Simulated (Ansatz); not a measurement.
## AlN: geometry relaxation (part 1 of 2)

The run: geometry relaxation of AlN (F-43m, 2 atoms in the cell). Method and program: DFT, HSE06, plane waves, PAW, no spin polarisation (Ansatz 0.2.0).

The structure derives from a Materials Project entry. The geometry comes from this level: r2SCAN.

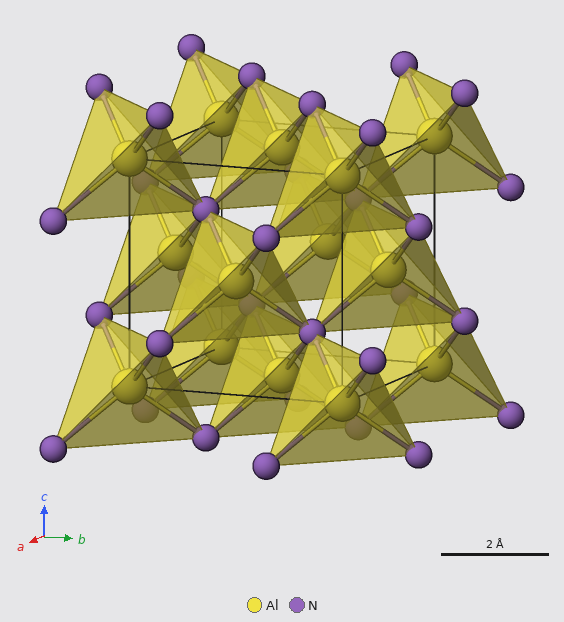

Fig. 1: The input geometry (polyhedral view of the cell 4 times as large as that of the calculation, set on its symmetry axes, seen slightly off an axis; polyhedra are completed across the faces of the cell).

## Summary

- outcome: converged
- space group (tolerance 0.01 Å): F-43m (216)
- electrons treated: 8
- free energy: −924.6588 eV
- Fermi energy: 8.334 eV
- gap on the k-point mesh: 4.56 eV
- pressure: −0.01 GPa
- final volume: 20.80 Å³
- largest force (length of the vector) at the end: under 0.001 eV/Å
- final cell: a = 3.087 Å, b = 3.087 Å, c = 3.087 Å, α = 60.00°, β = 60.00°, γ = 60.00°
- hardware: 2 threads of Intel Xeon (Granite Rapids), 128 GiB of memory available, shared host
- wall time: 11 s (CPU time 21 s)
- peak memory: 0.64 GiB

## The input
```yaml
crystal:
  lattice:
    - [0.0, 2.1848764832, 2.1848764832]
    - [2.1848764832, 0.0, 2.1848764832]
    - [2.1848764832, 2.1848764832, 0.0]
  atoms:
    - { symbol: Al, position: [0.0, 0.0, 0.0] }
    - { symbol: "N", position: [0.75, 0.75, 0.75] }
kpoints:
  mp_grid: { grid: [6, 6, 6] }
hamiltonian:
  xc: hse06
scf:
  occupations: { method: fermi_dirac, width: 0.02 }
relax:
  f_tol: 0.005
  cell: {}
```

Launched with:
```bash
ansatz run input.yaml --threads 2 --pin off --max-ram 2211MiB --backend cpu --events-out ev --progress --plain --runs-dir out
```

## The program's output
```
Engine: ansatz 0.2.0, x86_64-unknown-linux-gnu
Pseudopotentials: kind: paw
Pseudopotential: Al, paw, valence charge 3, recommended cutoff 420 eV (normal), Al.paw.azcp
Pseudopotential: N, paw, valence charge 5, recommended cutoff 420 eV (normal), N.paw.azcp
Functional definition: HSE06
  parameter a = 0.25
  parameter omega = 0.11/bohr
  exchange = pbe_x - a*pbe_x_sr(omega) + a*exact_x_sr(omega)
  correlation = pbe_c
Crystal: 2 atoms, lattice volume = 20.860 Å³
Basis set: ecut = 420 eV, 411 PW (Γ), exchange–correlation on 48×48×48 points (8 copies of the dense FFT grid, shifted against one another)
Bands: 8, of which v1, the nominal top of the filled ones, is band 4 counted from 1 (3 counted from 0)
Symmetry: 24 space group operations
Space group: F-43m (ITA 216), of the structure as read, at distance tolerance 2.8e-5 Å
k-points: 16 of 216 (time reversal used)
Non-local potential: Al, projectors of the file, l = 0: 2, l = 1: 2, l = 2: 1
Non-local potential: N, projectors of the file, l = 0: 2, l = 1: 2, l = 2: 1
PAW form: soft (Blöchl's): semilocal exchange-correlation on the pseudo side does not see the compensation charge
PAW frozen core: Al, regenerated for the run's functional, and the local potential with it (the file was generated under x = pbe(κ = 0.804, μ = 0.2195149727645171), c = pbe(β = 0.06672455060314922))
PAW frozen core: N, regenerated for the run's functional, and the local potential with it (the file was generated under x = pbe(κ = 0.804, μ = 0.2195149727645171), c = pbe(β = 0.06672455060314922))
PAW one-centre angular grid: Al, 110 points (default); XC on 64 Gauss nodes
PAW one-centre angular grid: N, 110 points (default); XC on 64 Gauss nodes
Initial density: superposition of atomic densities (neutral atoms: chi_scale 0, normalization atom), corrected by the library's trained network
Initial wavefunctions: pseudopotential atomic-orbital guess
Functional: x = pbe(κ = 0.804, μ = 0.2195149727645171), c = pbe(β = 0.06672455060314922), warm-up for x = pbe(κ = 0.804, μ = 0.2195149727645171) + 0.25 (exact − pbe) at short range (hse, ω = 0.20786987370883472 Å⁻¹), c = pbe(β = 0.06672455060314922); HSE06 as pw.x's `hse` composes it (authors' and Libxc's form: `xc: wpbeh`)
SCF iter   1: F=—  HF=-924.196562 eV  |F-HF|=—  |Δ(HF+E_count)|=         —  Δρ=9.40e-4  dr2=1.19e-4  ethr=1.77e-3  ⟨swp⟩=2.0  Hψ=892  notcnv=0
preconditioner: auto → none  [insulator: Δε(μ)=3.329 eV  Ē_g=15.405 eV  σ=0.020 eV  W_gap=1.00  n_scr=0 (ndim 8)  ℏωp=23.0 eV  f_vac=0.000  D(μ)=0.00/eV (n_scr^D=0)]
SCF iter   2: F=-924.196642 eV  HF=-924.196623 eV  |F-HF|=1.93e-5  |Δ(HF+E_count)|=   6.06e-5  Δρ=4.31e-4  dr2=2.47e-5  ethr=1.48e-6  ⟨swp⟩=3.6  Hψ=314  notcnv=0  defer=2
SCF 1 stopped early in 2 iterations: F = -924.196642 eV  dr2 = 2.47e-5
  greatest PAW one-centre occupation: 0.788 electrons in one spin orbital (limit 2), on the N atom at site 1 (counted from 0), in its partial waves of l = 0
Initial density: handed on by an earlier stage of this run
Initial wavefunctions: those handed on with the density
Functional: x = pbe(κ = 0.804, μ = 0.2195149727645171) + 0.25 (exact − pbe) at short range (hse, ω = 0.20786987370883472 Å⁻¹), c = pbe(β = 0.06672455060314922); HSE06 as pw.x's `hse` composes it (authors' and Libxc's form: `xc: wpbeh`)
Exchange kernel: α = 0.2500, screened, ω = 0.2079 Å⁻¹, Wigner–Seitz truncation, v(0) = 1040.8302 eV·Å³, q-mesh 6×6×6, nearest image of the exchange supercell L = 18.54 Å, pair-density grid 15×15×15, without the augmentation charges, whose exchange is taken in its separable form by FFT convolution over the k-point mesh (sized by the pseudopotential files, 18×18×18 at the most), smooth part of the exact exchange by density-matrix convolution
Frozen-core exchange: fock
SCF iter   1: F=—  HF=-924.657932 eV  |F-HF|=—  |Δ(HF+E_count)|=         —  Δρ=6.43e-3  dr2=4.24e-3  ethr=3.09e-6  ⟨swp⟩=6.2  Hψ=642  notcnv=0
preconditioner: auto → none  [insulator: Δε(μ)=4.516 eV  Ē_g=17.536 eV  σ=0.020 eV  W_gap=1.00  n_scr=0 (ndim 8)  ℏωp=23.0 eV  f_vac=0.000  D(μ)=0.00/eV (n_scr^D=0)]
SCF iter   2: F=—  HF=-924.656333 eV  |F-HF|=—  |Δ(HF+E_count)|=   1.60e-3  Δρ=2.85e-3  dr2=1.17e-3  ethr=3.09e-6  ⟨swp⟩=3.0  Hψ=319  notcnv=0
iter 3 solved again at ethr=5.38e-8 eV; its pass at ethr=3.09e-6 eV (dr2=4.30e-6 eV) is discarded
SCF iter   3: F=—  HF=-924.655954 eV  |F-HF|=—  |Δ(HF+E_count)|=   3.79e-4  Δρ=1.61e-4  dr2=2.80e-4  ethr=5.38e-8  ⟨swp⟩=3.1  Hψ=519  notcnv=0
SCF iter   4: F=—  HF=-924.658529 eV  |F-HF|=—  |Δ(HF+E_count)|=   2.58e-3  Δρ=5.27e-4  dr2=5.48e-5  ethr=5.26e-8  ⟨swp⟩=4.2  Hψ=411  notcnv=0
SCF iter   5: F=—  HF=-924.658516 eV  |F-HF|=—  |Δ(HF+E_count)|=   1.35e-5  Δρ=3.36e-5  dr2=3.84e-6  ethr=5.26e-8  ⟨swp⟩=3.3  Hψ=260  notcnv=0
SCF iter   6: F=-924.658541 eV  HF=-924.658542 eV  |F-HF|=1.09e-6  |Δ(HF+E_count)|=   2.65e-5  Δρ=6.66e-5  dr2=1.27e-6  ethr=1.61e-9  ⟨swp⟩=4.7  Hψ=331  notcnv=0
SCF 2 stopped early in 6 iterations: F = -924.658541 eV  dr2 = 1.27e-6
hybrid outer 1: dexx = +2.819e-3 eV, tail = 5.67e-6 eV
Exchange kernel: α = 0.2500, screened, ω = 0.2079 Å⁻¹, Wigner–Seitz truncation, v(0) = 1040.8302 eV·Å³, q-mesh 6×6×6, nearest image of the exchange supercell L = 18.54 Å, pair-density grid 15×15×15, without the augmentation charges, whose exchange is taken in its separable form by FFT convolution over the k-point mesh (sized by the pseudopotential files, 18×18×18 at the most), smooth part of the exact exchange by density-matrix convolution
Frozen-core exchange: fock
SCF iter   1: F=—  HF=-924.658541 eV  |F-HF|=—  |Δ(HF+E_count)|=         —  Δρ=2.42e-5  dr2=4.34e-8  ethr=3.54e-7  ⟨swp⟩=4.0  Hψ=339  notcnv=0
preconditioner: auto → none  [insulator: Δε(μ)=4.553 eV  Ē_g=17.541 eV  σ=0.020 eV  W_gap=1.00  n_scr=0 (ndim 8)  ℏωp=23.0 eV  f_vac=0.000  D(μ)=0.00/eV (n_scr^D=0)]
SCF iter   2: F=—  HF=-924.658541 eV  |F-HF|=—  |Δ(HF+E_count)|=   9.40e-8  Δρ=8.55e-6  dr2=1.35e-8  ethr=4.13e-10  ⟨swp⟩=3.9  Hψ=287  notcnv=0
SCF iter   3: F=—  HF=-924.658541 eV  |F-HF|=—  |Δ(HF+E_count)|=   3.12e-9  Δρ=2.93e-6  dr2=5.99e-10  ethr=1.39e-10  ⟨swp⟩=2.8  Hψ=210  notcnv=0
SCF iter   4: F=—  HF=-924.658541 eV  |F-HF|=—  |Δ(HF+E_count)|=   3.19e-9  Δρ=7.43e-7  dr2=5.64e-11  ethr=5.78e-12  ⟨swp⟩=3.9  Hψ=278  notcnv=0
SCF iter   5: F=-924.658541 eV  HF=-924.658541 eV  |F-HF|=2.05e-12  |Δ(HF+E_count)|=  7.39e-12  Δρ=1.29e-7  dr2=6.58e-12  ethr=1.00e-12  ⟨swp⟩=2.0  Hψ=192  notcnv=0
SCF 3 converged in 5 iterations: F = -924.658541 eV  dr2 = 6.58e-12
  Residual-converged pass: ⟨swp⟩=4.0  Hψ=319  notcnv=0  max |occ|·‖R‖ = 8.5e-9 eV (tolerance 1.0e-8 eV)  dr2=7.25e-12  dr2_onsite=6.34e-13  max |Δocc| = 0.0e0
hybrid outer 2: dexx = +6.811e-8 eV, tail = 8.77e-10 eV, Δε = 1.89e-3 eV (about 3.04e-5 eV left of the loop's levels)
Exchange kernel: α = 0.2500, screened, ω = 0.2079 Å⁻¹, Wigner–Seitz truncation, v(0) = 1040.8302 eV·Å³, q-mesh 6×6×6, nearest image of the exchange supercell L = 18.54 Å, pair-density grid 15×15×15, without the augmentation charges, whose exchange is taken in its separable form by FFT convolution over the k-point mesh (sized by the pseudopotential files, 18×18×18 at the most), smooth part of the exact exchange by density-matrix convolution
Frozen-core exchange: fock
SCF iter   1: F=—  HF=-924.658541 eV  |F-HF|=—  |Δ(HF+E_count)|=         —  Δρ=1.50e-6  dr2=2.92e-10  ethr=5.48e-11  ⟨swp⟩=6.4  Hψ=485  notcnv=0
preconditioner: auto → none  [insulator: Δε(μ)=4.552 eV  Ē_g=17.541 eV  σ=0.020 eV  W_gap=1.00  n_scr=0 (ndim 8)  ℏωp=23.0 eV  f_vac=0.000  D(μ)=0.00/eV (n_scr^D=0)]
SCF iter   2: F=-924.658541 eV  HF=-924.658541 eV  |F-HF|=1.14e-12  |Δ(HF+E_count)|=  8.97e-11  Δρ=2.39e-7  dr2=8.17e-12  ethr=3.58e-12  ⟨swp⟩=3.0  Hψ=240  notcnv=0
SCF 4 converged in 2 iterations: F = -924.658541 eV  dr2 = 8.17e-12
  Residual-converged pass: ⟨swp⟩=4.0  Hψ=320  notcnv=0  max |occ|·‖R‖ = 6.4e-9 eV (tolerance 1.0e-8 eV)  dr2=8.34e-12  dr2_onsite=2.96e-12  max |Δocc| = 0.0e0
hybrid outer 3: dexx = +1.288e-11 eV, tail = 2.27e-11 eV, Δε = 6.00e-6 eV (about 1.13e-6 eV left of the loop's levels), ΔF = 4.63e-17 eV/Å (tail 1.29e-17)
relax step   1: F+E_penalty+E_count = -924.65854147 eV  Δ(F+E_penalty+E_count) = +0.000e0 eV  max|allowed force component| = 1.943e-16 eV/Å  Δτ_max = 0.0000 Å  P = -0.646 GPa  Ω = 20.860 Å³  (15 SCF iters, accepted)
Crystal: 2 atoms, lattice volume = 20.827 Å³
Exchange kernel: α = 0.2500, screened, ω = 0.2079 Å⁻¹, Wigner–Seitz truncation, v(0) = 1040.8007 eV·Å³, q-mesh 6×6×6, nearest image of the exchange supercell L = 18.53 Å, pair-density grid 15×15×15, without the augmentation charges, whose exchange is taken in its separable form by FFT convolution over the k-point mesh (sized by the pseudopotential files, 18×18×18 at the most), smooth part of the exact exchange by density-matrix convolution
Frozen-core exchange: fock
iter 1 solved again at ethr=1.23e-6 eV; its pass at ethr=1.00e-1 eV (dr2=9.87e-5 eV) is discarded
SCF iter   1: F=—  HF=-924.658727 eV  |F-HF|=—  |Δ(HF+E_count)|=         —  Δρ=4.66e-4  dr2=5.39e-5  ethr=1.23e-6  ⟨swp⟩=4.1  Hψ=540  notcnv=0
preconditioner: auto → none  [insulator: Δε(μ)=4.562 eV  Ē_g=17.561 eV  σ=0.020 eV  W_gap=1.00  n_scr=0 (ndim 8)  ℏωp=23.0 eV  f_vac=0.000  D(μ)=0.00/eV (n_scr^D=0)]
iter 2 solved again at ethr=4.35e-8 eV; its pass at ethr=6.13e-7 eV (dr2=3.48e-6 eV) is discarded
SCF iter   2: F=—  HF=-924.658712 eV  |F-HF|=—  |Δ(HF+E_count)|=   1.53e-5  Δρ=1.56e-4  dr2=4.99e-6  ethr=4.35e-8  ⟨swp⟩=2.2  Hψ=428  notcnv=0
SCF iter   3: F=—  HF=-924.658722 eV  |F-HF|=—  |Δ(HF+E_count)|=   9.91e-6  Δρ=1.46e-4  dr2=3.22e-6  ethr=4.35e-8  ⟨swp⟩=3.0  Hψ=237  notcnv=0
SCF iter   4: F=—  HF=-924.658721 eV  |F-HF|=—  |Δ(HF+E_count)|=   1.10e-6  Δρ=2.78e-5  dr2=9.79e-8  ethr=3.91e-8  ⟨swp⟩=2.9  Hψ=218  notcnv=0
SCF iter   5: F=—  HF=-924.658721 eV  |F-HF|=—  |Δ(HF+E_count)|=   1.36e-8  Δρ=6.55e-6  dr2=1.85e-8  ethr=1.10e-9  ⟨swp⟩=3.7  Hψ=261  notcnv=0
SCF iter   6: F=—  HF=-924.658721 eV  |F-HF|=—  |Δ(HF+E_count)|=   6.61e-8  Δρ=9.10e-6  dr2=1.78e-8  ethr=8.37e-11  ⟨swp⟩=3.6  Hψ=262  notcnv=0
SCF iter   7: F=-924.658721 eV  HF=-924.658721 eV  |F-HF|=4.24e-11  |Δ(HF+E_count)|=   6.00e-9  Δρ=1.26e-6  dr2=9.69e-10  ethr=8.37e-11  ⟨swp⟩=3.0  Hψ=240  notcnv=0
SCF 5 stopped early in 7 iterations: F = -924.658721 eV  dr2 = 9.69e-10
hybrid outer 1: dexx = +1.157e-5 eV, tail = 3.87e-8 eV
Exchange kernel: α = 0.2500, screened, ω = 0.2079 Å⁻¹, Wigner–Seitz truncation, v(0) = 1040.8007 eV·Å³, q-mesh 6×6×6, nearest image of the exchange supercell L = 18.53 Å, pair-density grid 15×15×15, without the augmentation charges, whose exchange is taken in its separable form by FFT convolution over the k-point mesh (sized by the pseudopotential files, 18×18×18 at the most), smooth part of the exact exchange by density-matrix convolution
Frozen-core exchange: fock
SCF iter   1: F=—  HF=-924.658721 eV  |F-HF|=—  |Δ(HF+E_count)|=         —  Δρ=3.24e-6  dr2=7.06e-10  ethr=2.42e-9  ⟨swp⟩=5.2  Hψ=445  notcnv=0
preconditioner: auto → none  [insulator: Δε(μ)=4.554 eV  Ē_g=17.558 eV  σ=0.020 eV  W_gap=1.00  n_scr=0 (ndim 8)  ℏωp=23.0 eV  f_vac=0.000  D(μ)=0.00/eV (n_scr^D=0)]
SCF iter   2: F=—  HF=-924.658721 eV  |F-HF|=—  |Δ(HF+E_count)|=  7.58e-11  Δρ=1.08e-6  dr2=8.69e-11  ethr=8.63e-12  ⟨swp⟩=3.0  Hψ=249  notcnv=0
SCF iter   3: F=-924.658721 eV  HF=-924.658721 eV  |F-HF|=1.14e-12  |Δ(HF+E_count)|=  1.10e-10  Δρ=1.88e-7  dr2=1.51e-11  ethr=1.00e-12  ⟨swp⟩=2.4  Hψ=205  notcnv=0
SCF 6 converged in 3 iterations: F = -924.658721 eV  dr2 = 1.51e-11
  Residual-converged pass: ⟨swp⟩=4.0  Hψ=305  notcnv=0  max |occ|·‖R‖ = 9.6e-9 eV (tolerance 1.0e-8 eV)  dr2=1.52e-11  dr2_onsite=2.52e-13  max |Δocc| = 0.0e0
hybrid outer 2: dexx = +3.661e-10 eV, tail = 4.79e-11 eV, Δε = 4.04e-5 eV (about 1.41e-6 eV left of the loop's levels)
```
